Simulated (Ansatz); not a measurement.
**Ti6O: density, localisation and related maps**

Input

```
crystal:
  lattice:
    - [5.1033119586, 0.0, 0.0]
    - [-2.5516559793, 4.4195977996, 0.0]
    - [0.0, 0.0, 9.4473587594]
  atoms:
    - { symbol: Ti, position: [0.6683003349, 1.0050531805, 0.1190317973] }
    - { symbol: Ti, position: [-0.0050531805, 0.6632471545, 0.1190317973] }
    - { symbol: Ti, position: [0.3367528455, 0.3316996651, 0.1190317973] }
    - { symbol: Ti, position: [1.0050531805, 0.6683003349, 0.6190317973] }
    - { symbol: Ti, position: [0.6632471545, -0.0050531805, 0.6190317973] }
    - { symbol: Ti, position: [0.3316996651, 0.3367528455, 0.6190317973] }
    - { symbol: Ti, position: [0.3316996651, -0.0050531805, 0.8809682027] }
    - { symbol: Ti, position: [1.0050531805, 0.3367528455, 0.8809682027] }
    - { symbol: Ti, position: [0.6632471545, 0.6683003349, 0.8809682027] }
    - { symbol: Ti, position: [-0.0050531805, 0.3316996651, 0.3809682027] }
    - { symbol: Ti, position: [0.3367528455, 1.0050531805, 0.3809682027] }
    - { symbol: Ti, position: [0.6683003349, 0.6632471545, 0.3809682027] }
    - { symbol: O, position: [0.3333333333, 0.6666666667, 0.75] }
    - { symbol: O, position: [0.6666666667, 0.3333333333, 0.25] }
basis:
  ecutwfc: 500
kpoints:
  mp_grid: { grid: [12, 12, 4] }
  band_path:
    path:
      - [[0.0, 0.0, 0.0], [0.5, 0.0, 0.0], [0.33333333, 0.33333333, 0.0], [0.0, 0.0, 0.0], [0.0, 0.0, 0.5], [0.5, 0.0, 0.5], [0.33333333, 0.33333333, 0.5], [0.0, 0.0, 0.5]]
      - [[0.5, 0.0, 0.5], [0.5, 0.0, 0.0]]
      - [[0.33333333, 0.33333333, 0.5], [0.33333333, 0.33333333, 0.0], [0.33333333, 0.33333333, -0.5]]
    npoints: 10
hamiltonian:
  xc: r2scan
scf:
  occupations: { method: gaussian, width: 0.1 }
  n_extra_bands: 35
output:
  forces: true
  stress: true
  eigenvalues: true
  populations: true
  dos: { projected: true, de: 0.02, nscf_kmesh: { grid: [18, 18, 6] } }
  bader: false
  write_density: true
  write_potential: true
  elf: true
  volumetric_format: npy
```

Launched as:

```sh
ansatz run input.yaml --threads 4 --pin off --max-ram 10240MiB --backend cpu --events-out ev --progress --plain --runs-dir out
```

Below, planes, directions and counts refer to the conventional cell (a = 5.10 Å, b = 5.10 Å, c = 9.45 Å, α = 90.00°, β = 90.00°, γ = 120.00°).

Space group P-31c; computed without spin polarisation.

Level of theory: DFT r2SCAN, scalar-relativistic, plane waves, PAW in Ansatz.

The density is the valence pseudo-density of a PAW calculation; it isn't the true density close to the nuclei.

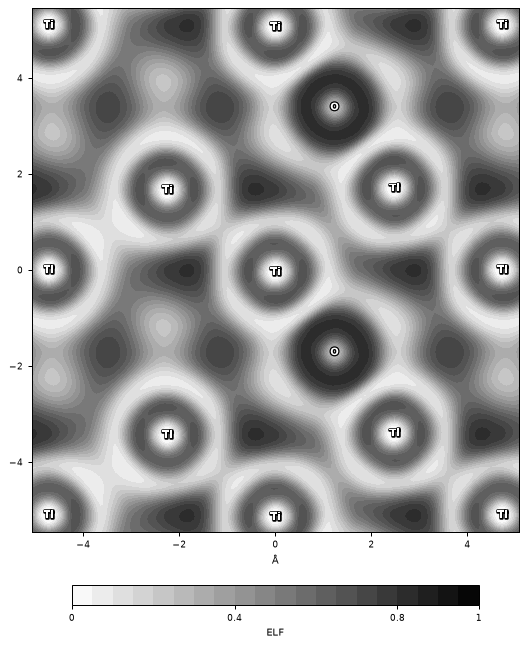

Figure 1. Electron localisation function on the (11̄0) plane of the conventional cell.

> Describe what can be read from this map.

The section cuts through Ti and O sites.
Ti–O (2.09 Å): the ELF peaks at about 0.80 in the valence shell of O, 0.6 Å from its nucleus, and is about 0.10 at the midpoint; no localised pair shows between them.
Ti–Ti (2.82 Å): the ELF is about 0.20 at the midpoint: no shared electron pair shows on this line.
Ti–Ti (2.98 Å): the ELF is about 0.10 at the midpoint; no shared electron pair shows on this line.

The ELF has a maximum of about 0.80 in the space between the atoms, 1.7 Å from four Ti atoms, on no atom or two-centre bond.
The features right at Ti lie inside the PAW spheres, where the map follows smoothed inner orbitals and isn't to be read closely.

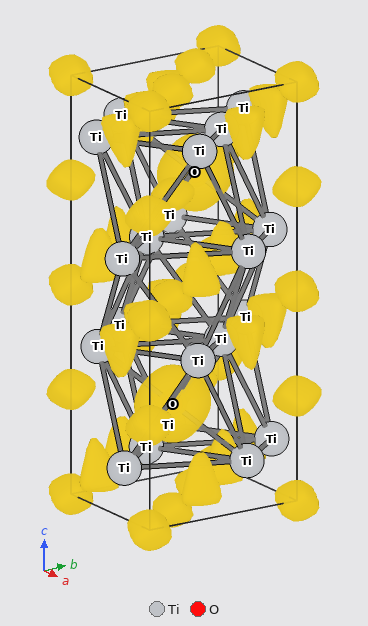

Figure 2. Isosurface of the electron localisation function at 0.65 (yellow), seen slightly off an axis. Only the valence region is drawn (cores and ρ < 0.01 e/Å³ removed). Sticks mark near contacts.

> Describe the localisation domains.

The ELF exceeds this value in two regions wrapped around O (the valence shell of each) and 22 pockets between the atoms, centred on no nucleus (multi-centre or interstitial), counted in one cell of 14 atoms. Regions shared between cells count once. Profiles from the grid: Ti–Ti (2.81 Å): the ELF is about 0.20 at the midpoint: no localised pair shows between them.

> Does the calculation make it a metal, or give it a gap?

It is metallic or semimetallic at this level of theory: no gap opens; semilocal functionals without U, or without the true magnetic order, often close the gap of such compounds.
